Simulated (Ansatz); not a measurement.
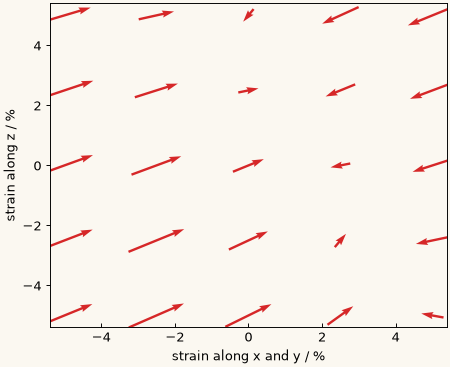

Ti (Fm-3m, No. 225; 1 atom in the cell). The cell is strained homogeneously, by one strain along x and y and another along z, with fractional coordinates fixed (x, y and z along the cube axes). Coordinates scanned: (1) strain along x and y; (2) strain along z. The grid has 5 × 5 points. Points are written as (first, second). The reference cell is the one listed in the database, not relaxed at this level. Level of theory: Ansatz 0.2.0, DFT r2SCAN, scalar-relativistic, plane waves, PAW. Settings: cutoff 500 eV, k-mesh 20×20×20, gaussian smearing 0.15 eV, no spin polarisation.

Drawn: arrows along the force (downhill), their lengths compressed.

### The arrows alone are given. Where is the energy lowest?

The arrows converge at about (1.2 %, 1.3 %) (read from the interpolated surface).

The energy map of the same scan:

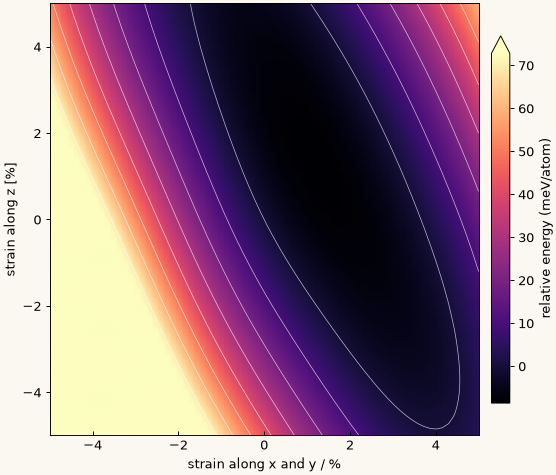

Energies are in meV/atom, from the unstrained cell; between grid points the surface is interpolated.
